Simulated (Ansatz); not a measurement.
**W: geometry relaxation (part 1 of 2)**

- system: W (slab, 5 atoms in the cell)
- method: DFT, PBEsol, plane waves, PAW, no spin polarisation (Ansatz 0.2.0)

The structure derives from an entry of the Crystallography Open Database. The input holds or restrains some coordinates. Forces given for the steps count only the free coordinates.

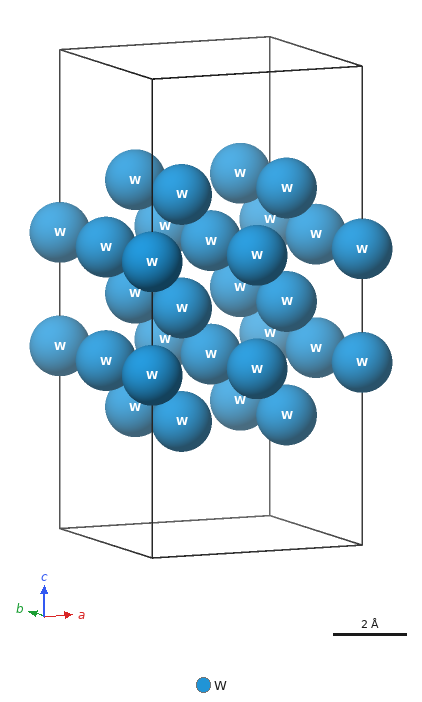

Figure 1. The input geometry (spheres-only view of the 2 × 2 repeat of the cell, with the vacuum cut short, seen slightly off an axis). An atom can appear more than once, as a periodic image.

Summary

```json
{"quantity": "outcome", "value": "converged under the restraints of the input"}
{"quantity": "electrons treated", "value": "70"}
{"quantity": "free energy", "value": "−51277.2189 eV"}
{"quantity": "Fermi energy", "value": "4.915 eV"}
{"quantity": "gap on the k-point mesh", "value": "none (metallic)"}
{"quantity": "final volume", "value": "231.92 Å³"}
{"quantity": "largest force (length of the vector) at the end, held atoms and coordinates included", "value": "1.440 eV/Å"}
{"quantity": "hardware", "value": "2 threads of Intel Xeon @ 2.50GHz (Skylake/Cascade Lake), 32 GiB of memory available, shared host"}
{"quantity": "wall time", "value": "48 s (CPU time 95 s)"}
{"quantity": "peak memory", "value": "0.53 GiB"}
```

Settings chosen away from the usual ones: scf.mixing.preconditioner set to resta. Spin–orbit coupling is left out, which matters for W.

Input file
```yaml
crystal:
  lattice:
    - [3.1543602768, 0.0, 0.0]
    - [0.0, 3.1543602768, 0.0]
    - [0.0, 0.0, 23.3087205537]
  atoms:
    - { symbol: W, position: [0.5, 0.5, 0.3646703808] }
    - { symbol: W, position: [0.0, 0.0, 0.4323351904] }
    - { symbol: W, position: [0.5, 0.5, 0.5] }
    - { symbol: W, position: [0.0, 0.0, 0.5676648096] }
    - { symbol: W, position: [0.5, 0.5, 0.6353296192] }
basis:
  ecutwfc: 420
kpoints:
  mp_grid: { grid: [9, 9, 1] }
hamiltonian:
  xc: pbesol
scf:
  occupations: { method: gaussian, width: 0.1 }
  mixing: { preconditioner: resta }
output:
  forces: true
  eigenvalues: true
relax:
  adjacent_minimum: "off"
  f_tol: 0.03
  max_steps: 70
  constraints: [{ sites: [0, 1] }]
efield:
  axis: 3
  dipole_correction: true
  ramp_width: 0.04
```

Launched with:
```bash
ansatz run input.yaml --threads 2 --pin off --max-ram 5120MiB --backend cpu --events-out ev --progress --plain --runs-dir out
```

The program's output
```
Engine: ansatz 0.2.0, x86_64-unknown-linux-gnu
Pseudopotentials: kind: paw
Pseudopotential: W, paw, valence charge 14, recommended cutoff 420 eV (normal), W.paw.azcp
Functional definition: PBEsol
  exchange = pbesol_x
  correlation = pbesol_c
Crystal: 5 atoms, lattice volume = 231.922 Å³
Basis set: ecut = 420 eV, 4589 PW (Γ), exchange–correlation on 48×48×320 points (8 copies of the dense FFT grid, shifted against one another)
Bands: 42, of which v1, the nominal top of the filled ones, is band 35 counted from 1 (34 counted from 0)
Symmetry: 8 space group operations
k-points: 15 of 81
Non-local potential: W, projectors of the file, l = 0: 3, l = 1: 2, l = 2: 2, l = 3: 1
PAW form: soft (Blöchl's): semilocal exchange-correlation on the pseudo side does not see the compensation charge
PAW frozen core: W, regenerated for the run's functional, and the local potential with it (the file was generated under x = pbe(κ = 0.804, μ = 0.2195149727645171), c = pbe(β = 0.06672455060314922))
PAW one-centre angular grid: W, 590 points (default); XC on 64 Gauss nodes
Initial density: superposition of atomic densities (neutral atoms: chi_scale 0, normalization atom), corrected by the library's trained network
Initial wavefunctions: pseudopotential atomic-orbital guess
Functional: x = pbesol(κ = 0.804, μ = 0.12345679012345678), c = pbesol(β = 0.046)
SCF iter   1: F=—  HF=-51277.090018 eV  |F-HF|=—  |Δ(HF+E_count)|=         —  Δρ=6.51e-3  dr2=3.13e-1  ethr=1.77e-3  p=0.000 e·Å  D=9.20e-14 V/Å  ΔV_dip=-0.00 eV  dr2_dipole=8.35e-9  V_vac-E_F(+/−)=4.51/4.51 eV  ⟨swp⟩=8.3  Hψ=3023  notcnv=0
efield: sawtooth ramp at fractional position 0.9800 (placed from the atoms, in the widest stretch of the axis that holds none; the zero of the levels goes with the place), width 0.0400; the density the first Hamiltonian is built on has a dipole p = 0.000 e·Å; the dipole correction subtracts the counter field D = 9.20e-14 V/Å, which shifts the + side's vacuum level by -0.00 eV against the − side's; the planar-averaged density in the ramp window peaks in size at 1.5e-5 e/Å³
preconditioner: resta → none: no Penn estimate of ε∞ (the spectrum reads as a metal's), so the residual is mixed unfiltered; type scf.mixing.eps_inf to filter at a value of your own  [metal: Δε(μ)=0.014 eV  Ē_g=4.246 eV  σ=0.100 eV  W_gap=0.08  ℏωp=13.4 eV]
SCF iter   2: F=—  HF=-51277.600851 eV  |F-HF|=—  |Δ(HF+E_count)|=   5.11e-1  Δρ=2.06e-2  dr2=1.00e1  ethr=4.47e-4  p=0.000 e·Å  D=5.71e-5 V/Å  ΔV_dip=-0.00 eV  dr2_dipole=4.25e-6  V_vac-E_F(+/−)=3.69/3.69 eV  ⟨swp⟩=4.3  Hψ=1460  notcnv=0  defer=21  κ⁻¹=1.0e0(r=1)
SCF iter   3: F=—  HF=-51277.136498 eV  |F-HF|=—  |Δ(HF+E_count)|=   4.64e-1  Δρ=8.86e-3  dr2=1.18e0  ethr=4.47e-4  p=-0.000 e·Å  D=-1.08e-4 V/Å  ΔV_dip=0.00 eV  dr2_dipole=3.40e-4  V_vac-E_F(+/−)=4.32/4.32 eV  ⟨swp⟩=3.9  Hψ=1506  notcnv=0  defer=21  κ⁻¹=2.0e-2(r=2)
SCF iter   4: F=—  HF=-51277.057463 eV  |F-HF|=—  |Δ(HF+E_count)|=   7.90e-2  Δρ=2.40e-3  dr2=2.10e-1  ethr=4.47e-4  p=0.003 e·Å  D=2.72e-3 V/Å  ΔV_dip=-0.06 eV  dr2_dipole=9.92e-2  V_vac-E_F(+/−)=4.33/4.39 eV  ⟨swp⟩=2.8  Hψ=1002  notcnv=0  defer=11  κ⁻¹=4.4e-3(r=3)
SCF iter   5: F=—  HF=-51277.085265 eV  |F-HF|=—  |Δ(HF+E_count)|=   2.78e-2  Δρ=6.03e-3  dr2=2.66e0  ethr=3.00e-4  p=-0.013 e·Å  D=-1.05e-2 V/Å  ΔV_dip=0.25 eV  dr2_dipole=1.31e0  V_vac-E_F(+/−)=4.48/4.23 eV  ⟨swp⟩=1.6  Hψ=698  notcnv=0  defer=9  κ⁻¹=3.0e-4(r=4)
SCF iter   6: F=—  HF=-51277.055895 eV  |F-HF|=—  |Δ(HF+E_count)|=   2.94e-2  Δρ=8.71e-4  dr2=2.81e-3  ethr=3.00e-4  p=-0.000 e·Å  D=-7.94e-5 V/Å  ΔV_dip=0.00 eV  dr2_dipole=7.97e-5  V_vac-E_F(+/−)=4.43/4.43 eV  ⟨swp⟩=1.6  Hψ=643  notcnv=0  defer=9  κ⁻¹=1.2e-4(r=5)
SCF iter   7: F=—  HF=-51277.055413 eV  |F-HF|=—  |Δ(HF+E_count)|=   4.82e-4  Δρ=3.11e-4  dr2=2.08e-4  ethr=4.02e-6  p=-0.000 e·Å  D=-9.45e-5 V/Å  ΔV_dip=0.00 eV  dr2_dipole=4.44e-5  V_vac-E_F(+/−)=4.39/4.38 eV  ⟨swp⟩=2.8  Hψ=898  notcnv=0  defer=16  κ⁻¹=8.6e-6(r=6)
SCF iter   8: F=—  HF=-51277.055513 eV  |F-HF|=—  |Δ(HF+E_count)|=   1.00e-4  Δρ=7.41e-5  dr2=3.21e-5  ethr=2.97e-7  p=0.000 e·Å  D=1.03e-4 V/Å  ΔV_dip=-0.00 eV  dr2_dipole=9.29e-6  V_vac-E_F(+/−)=4.39/4.39 eV  ⟨swp⟩=2.2  Hψ=832  notcnv=0  defer=16  κ⁻¹=1.3e-6(r=7)
SCF iter   9: F=—  HF=-51277.055526 eV  |F-HF|=—  |Δ(HF+E_count)|=   1.24e-5  Δρ=8.35e-5  dr2=6.33e-5  ethr=3.21e-8  p=0.000 e·Å  D=3.93e-5 V/Å  ΔV_dip=-0.00 eV  dr2_dipole=1.29e-6  V_vac-E_F(+/−)=4.39/4.39 eV  ⟨swp⟩=13.9  Hψ=3258  notcnv=0  κ⁻¹=7.9e-7(r=8)
SCF iter  10: F=-51277.055518 eV  HF=-51277.055521 eV  |F-HF|=2.73e-6  |Δ(HF+E_count)|=   4.55e-6  Δρ=1.98e-5  dr2=3.47e-6  ethr=3.21e-8  p=-0.000 e·Å  D=-1.16e-4 V/Å  ΔV_dip=0.00 eV  dr2_dipole=1.51e-7  V_vac-E_F(+/−)=4.39/4.38 eV  ⟨swp⟩=5.9  Hψ=2637  notcnv=0
SCF 1 converged in 10 iterations: F = -51277.055518 eV  dr2 = 3.47e-6
  greatest PAW one-centre occupation: 1.000 electrons in one spin orbital (limit 2), on the W atom at site 1 (counted from 0), in its partial waves of l = 0
relax step   1: F+E_penalty+E_count = -51277.05551828 eV  Δ(F+E_penalty+E_count) = +0.000e0 eV  max|allowed force component| = 1.722e0 eV/Å  Δτ_max = 0.0000 Å  (10 SCF iters, dr2 threshold 2.25e-5 eV, accepted)
Initial density: handed on by an earlier stage of this run
Initial wavefunctions: those handed on with the density
SCF iter   1: F=—  HF=-51277.214275 eV  |F-HF|=—  |Δ(HF+E_count)|=         —  Δρ=1.21e-2  dr2=3.28e0  ethr=3.10e-3  p=-0.000 e·Å  D=-1.16e-4 V/Å  ΔV_dip=0.00 eV  dr2_dipole=9.97e-1  V_vac-E_F(+/−)=4.42/4.41 eV  ⟨swp⟩=6.4  Hψ=1806  notcnv=0  defer=9
efield: sawtooth ramp at fractional position 0.9800 (handed on by an earlier solve), width 0.0400; the density the first Hamiltonian is built on has a dipole p = -0.000 e·Å; the dipole correction subtracts the counter field D = -1.16e-4 V/Å, which shifts the + side's vacuum level by +0.00 eV against the − side's; the planar-averaged density in the ramp window peaks in size at 2.6e-6 e/Å³
preconditioner: resta → none: no Penn estimate of ε∞ (the spectrum reads as a metal's), so the residual is mixed unfiltered; type scf.mixing.eps_inf to filter at a value of your own  [metal: Δε(μ)=0.037 eV  Ē_g=4.395 eV  σ=0.100 eV  W_gap=0.21  ℏωp=13.4 eV]
SCF iter   2: F=—  HF=-51354.624124 eV  |F-HF|=—  |Δ(HF+E_count)|=    7.74e1  Δρ=1.96e-1  dr2=3.37e3  ethr=3.10e-3  p=-0.799 e·Å  D=-6.24e-1 V/Å  ΔV_dip=14.54 eV  dr2_dipole=1.74e3  V_vac-E_F(+/−)=12.07/-2.47 eV  ⟨swp⟩=17.0  Hψ=4757  notcnv=0  defer=22  κ⁻¹=1.0e0(r=1)
SCF iter   3: F=—  HF=-51277.586308 eV  |F-HF|=—  |Δ(HF+E_count)|=    7.70e1  Δρ=2.12e-2  dr2=1.07e1  ethr=3.10e-3  p=0.099 e·Å  D=7.76e-2 V/Å  ΔV_dip=-1.81 eV  dr2_dipole=6.89e-1  V_vac-E_F(+/−)=4.04/5.84 eV  ⟨swp⟩=8.3  Hψ=3123  notcnv=0  defer=23  κ⁻¹=5.9e-4(r=2)
SCF iter   4: F=—  HF=-51277.185852 eV  |F-HF|=—  |Δ(HF+E_count)|=   4.00e-1  Δρ=7.42e-3  dr2=1.07e0  ethr=3.10e-3  p=0.092 e·Å  D=7.20e-2 V/Å  ΔV_dip=-1.68 eV  dr2_dipole=4.51e-2  V_vac-E_F(+/−)=3.51/5.19 eV  ⟨swp⟩=5.3  Hψ=1159  notcnv=0  defer=22  κ⁻¹=3.5e-5(r=3)
SCF iter   5: F=—  HF=-51277.112867 eV  |F-HF|=—  |Δ(HF+E_count)|=   7.30e-2  Δρ=4.26e-3  dr2=2.12e-1  ethr=1.53e-3  p=0.034 e·Å  D=2.67e-2 V/Å  ΔV_dip=-0.62 eV  dr2_dipole=6.74e-2  V_vac-E_F(+/−)=4.20/4.82 eV  ⟨swp⟩=3.5  Hψ=995  notcnv=0  defer=19  κ⁻¹=3.0e-6(r=4)
SCF iter   6: F=—  HF=-51277.109177 eV  |F-HF|=—  |Δ(HF+E_count)|=   3.69e-3  Δρ=3.62e-3  dr2=2.71e-1  ethr=3.03e-4  p=0.030 e·Å  D=2.31e-2 V/Å  ΔV_dip=-0.54 eV  dr2_dipole=1.28e-1  V_vac-E_F(+/−)=4.12/4.66 eV  ⟨swp⟩=2.1  Hψ=878  notcnv=0  defer=18  κ⁻¹=1.4e-6(r=5)
SCF iter   7: F=—  HF=-51277.106201 eV  |F-HF|=—  |Δ(HF+E_count)|=   2.98e-3  Δρ=2.17e-3  dr2=3.02e-2  ethr=3.03e-4  p=0.020 e·Å  D=1.58e-2 V/Å  ΔV_dip=-0.37 eV  dr2_dipole=4.39e-3  V_vac-E_F(+/−)=4.23/4.60 eV  ⟨swp⟩=1.8  Hψ=680  notcnv=0  defer=18  κ⁻¹=6.6e-7(r=6)
SCF iter   8: F=—  HF=-51277.104662 eV  |F-HF|=—  |Δ(HF+E_count)|=   1.54e-3  Δρ=9.03e-4  dr2=5.55e-3  ethr=4.32e-5  p=0.020 e·Å  D=1.55e-2 V/Å  ΔV_dip=-0.36 eV  dr2_dipole=3.42e-5  V_vac-E_F(+/−)=4.19/4.55 eV  ⟨swp⟩=2.5  Hψ=864  notcnv=0  defer=18  κ⁻¹=3.2e-7(r=7)
SCF iter   9: F=—  HF=-51277.104252 eV  |F-HF|=—  |Δ(HF+E_count)|=   4.10e-4  Δρ=3.25e-4  dr2=2.19e-3  ethr=7.93e-6  p=0.012 e·Å  D=9.05e-3 V/Å  ΔV_dip=-0.21 eV  dr2_dipole=6.32e-4  V_vac-E_F(+/−)=4.20/4.41 eV  ⟨swp⟩=2.8  Hψ=884  notcnv=0  defer=18  κ⁻¹=6.8e-8(r=8)
SCF iter  10: F=—  HF=-51277.104187 eV  |F-HF|=—  |Δ(HF+E_count)|=   6.51e-5  Δρ=1.93e-4  dr2=1.58e-3  ethr=3.13e-6  p=0.011 e·Å  D=8.60e-3 V/Å  ΔV_dip=-0.20 eV  dr2_dipole=5.61e-4  V_vac-E_F(+/−)=4.22/4.42 eV  ⟨swp⟩=2.0  Hψ=848  notcnv=0  defer=18  κ⁻¹=1.6e-8(r=8)
SCF iter  11: F=-51277.104182 eV  HF=-51277.104184 eV  |F-HF|=1.27e-6  |Δ(HF+E_count)|=   3.76e-6  Δρ=4.90e-5  dr2=1.68e-5  ethr=1.43e-7  p=0.010 e·Å  D=7.49e-3 V/Å  ΔV_dip=-0.17 eV  dr2_dipole=3.54e-6  V_vac-E_F(+/−)=4.21/4.38 eV  ⟨swp⟩=18.8  Hψ=3643  notcnv=0
SCF 2 converged in 11 iterations: F = -51277.104182 eV  dr2 = 1.68e-5
relax step   2: F+E_penalty+E_count = -51277.10418230 eV  Δ(F+E_penalty+E_count) = -4.866e-2 eV  max|allowed force component| = 1.665e0 eV/Å  Δτ_max = 0.1936 Å  (11 SCF iters, dr2 threshold 1.00e-4 eV, accepted)
SCF iter   1: F=—  HF=-51277.305530 eV  |F-HF|=—  |Δ(HF+E_count)|=         —  Δρ=1.19e-2  dr2=4.31e0  ethr=3.10e-3  p=0.010 e·Å  D=7.49e-3 V/Å  ΔV_dip=-0.17 eV  dr2_dipole=1.55e0  V_vac-E_F(+/−)=4.15/4.32 eV  ⟨swp⟩=5.7  Hψ=1655  notcnv=0  defer=7
efield: sawtooth ramp at fractional position 0.9800 (handed on by an earlier solve), width 0.0400; the density the first Hamiltonian is built on has a dipole p = 0.010 e·Å; the dipole correction subtracts the counter field D = 7.49e-3 V/Å, which shifts the + side's vacuum level by -0.17 eV against the − side's; the planar-averaged density in the ramp window peaks in size at 8.8e-6 e/Å³
preconditioner: resta → none: no Penn estimate of ε∞ (the spectrum reads as a metal's), so the residual is mixed unfiltered; type scf.mixing.eps_inf to filter at a value of your own  [metal: Δε(μ)=0.018 eV  Ē_g=4.400 eV  σ=0.100 eV  W_gap=0.10  ℏωp=13.4 eV]
SCF iter   2: F=—  HF=-51381.486833 eV  |F-HF|=—  |Δ(HF+E_count)|=    1.04e2  Δρ=2.13e-1  dr2=4.57e3  ethr=3.10e-3  p=1.007 e·Å  D=7.86e-1 V/Å  ΔV_dip=-18.31 eV  dr2_dipole=2.90e3  V_vac-E_F(+/−)=-4.62/13.70 eV  ⟨swp⟩=18.5  Hψ=6629  notcnv=0  defer=28  κ⁻¹=1.0e0(r=1)
SCF iter   3: F=—  HF=-51277.880942 eV  |F-HF|=—  |Δ(HF+E_count)|=    1.04e2  Δρ=2.79e-2  dr2=2.60e1  ethr=3.10e-3  p=-0.114 e·Å  D=-8.86e-2 V/Å  ΔV_dip=2.06 eV  dr2_dipole=8.96e0  V_vac-E_F(+/−)=6.86/4.81 eV  ⟨swp⟩=9.4  Hψ=3625  notcnv=0  defer=28  κ⁻¹=3.2e-4(r=2)
SCF iter   4: F=—  HF=-51277.261563 eV  |F-HF|=—  |Δ(HF+E_count)|=   6.19e-1  Δρ=7.44e-3  dr2=1.33e0  ethr=3.10e-3  p=-0.052 e·Å  D=-4.07e-2 V/Å  ΔV_dip=0.95 eV  dr2_dipole=5.07e-1  V_vac-E_F(+/−)=5.09/4.15 eV  ⟨swp⟩=6.5  Hψ=1335  notcnv=0  defer=26  κ⁻¹=4.0e-5(r=3)
SCF iter   5: F=—  HF=-51277.236806 eV  |F-HF|=—  |Δ(HF+E_count)|=   2.48e-2  Δρ=5.31e-3  dr2=1.23e0  ethr=1.90e-3  p=-0.031 e·Å  D=-2.44e-2 V/Å  ΔV_dip=0.57 eV  dr2_dipole=3.19e-1  V_vac-E_F(+/−)=5.08/4.52 eV  ⟨swp⟩=4.9  Hψ=1034  notcnv=0  defer=24  κ⁻¹=5.3e-6(r=4)
SCF iter   6: F=—  HF=-51277.209678 eV  |F-HF|=—  |Δ(HF+E_count)|=   2.71e-2  Δρ=2.47e-3  dr2=1.92e-2  ethr=1.75e-3  p=-0.019 e·Å  D=-1.51e-2 V/Å  ΔV_dip=0.35 eV  dr2_dipole=3.16e-3  V_vac-E_F(+/−)=4.77/4.42 eV  ⟨swp⟩=2.5  Hψ=778  notcnv=0  defer=22  κ⁻¹=2.7e-7(r=5)
SCF iter   7: F=—  HF=-51277.205600 eV  |F-HF|=—  |Δ(HF+E_count)|=   4.08e-3  Δρ=8.46e-4  dr2=5.48e-3  ethr=2.74e-5  p=-0.011 e·Å  D=-8.86e-3 V/Å  ΔV_dip=0.21 eV  dr2_dipole=9.30e-4  V_vac-E_F(+/−)=4.63/4.42 eV  ⟨swp⟩=2.5  Hψ=906  notcnv=0  defer=20  κ⁻¹=1.5e-7(r=6)
SCF iter   8: F=—  HF=-51277.205345 eV  |F-HF|=—  |Δ(HF+E_count)|=   2.55e-4  Δρ=5.59e-4  dr2=8.63e-3  ethr=7.83e-6  p=-0.008 e·Å  D=-6.24e-3 V/Å  ΔV_dip=0.15 eV  dr2_dipole=1.13e-3  V_vac-E_F(+/−)=4.54/4.40 eV  ⟨swp⟩=2.0  Hψ=773  notcnv=0  defer=20  κ⁻¹=3.9e-8(r=7)
SCF iter   9: F=—  HF=-51277.205219 eV  |F-HF|=—  |Δ(HF+E_count)|=   1.25e-4  Δρ=3.73e-4  dr2=5.89e-3  ethr=7.83e-6  p=-0.004 e·Å  D=-3.23e-3 V/Å  ΔV_dip=0.08 eV  dr2_dipole=9.30e-4  V_vac-E_F(+/−)=4.47/4.40 eV  ⟨swp⟩=1.2  Hψ=619  notcnv=0  defer=20  κ⁻¹=3.8e-9(r=8)
SCF iter  10: F=—  HF=-51277.205183 eV  |F-HF|=—  |Δ(HF+E_count)|=   3.59e-5  Δρ=2.87e-4  dr2=3.76e-3  ethr=7.83e-6  p=-0.002 e·Å  D=-1.60e-3 V/Å  ΔV_dip=0.04 eV  dr2_dipole=5.21e-4  V_vac-E_F(+/−)=4.43/4.40 eV  ⟨swp⟩=1.3  Hψ=616  notcnv=0  defer=20  κ⁻¹=1.3e-9(r=8)
SCF iter  11: F=—  HF=-51277.205161 eV  |F-HF|=—  |Δ(HF+E_count)|=   2.25e-5  Δρ=2.63e-4  dr2=2.40e-3  ethr=5.37e-6  p=0.000 e·Å  D=3.92e-5 V/Å  ΔV_dip=-0.00 eV  dr2_dipole=3.01e-4  V_vac-E_F(+/−)=4.39/4.39 eV  ⟨swp⟩=1.8  Hψ=716  notcnv=0  defer=20  κ⁻¹=3.7e-7(r=8)
SCF iter  12: F=-51277.205191 eV  HF=-51277.205195 eV  |F-HF|=4.46e-6  |Δ(HF+E_count)|=   3.46e-5  Δρ=4.94e-5  dr2=8.40e-6  ethr=1.43e-7  p=0.010 e·Å  D=7.59e-3 V/Å  ΔV_dip=-0.18 eV  dr2_dipole=5.49e-8  V_vac-E_F(+/−)=4.21/4.38 eV  ⟨swp⟩=22.1  Hψ=4675  notcnv=0
SCF 3 converged in 12 iterations: F = -51277.205191 eV  dr2 = 8.40e-6
  greatest PAW one-centre occupation: 1.000 electrons in one spin orbital (limit 2), on the W atom at site 0 (counted from 0), in its partial waves of l = 0
relax step   3: F+E_penalty+E_count = -51277.20519094 eV  Δ(F+E_penalty+E_count) = -1.010e-1 eV  max|allowed force component| = 3.065e-1 eV/Å  Δτ_max = 0.1409 Å  (12 SCF iters, dr2 threshold 1.00e-4 eV, accepted)
iter 1 solved again at ethr=1.22e-3 eV; its pass at ethr=3.10e-3 eV (dr2=8.51e-1 eV) is discarded
```
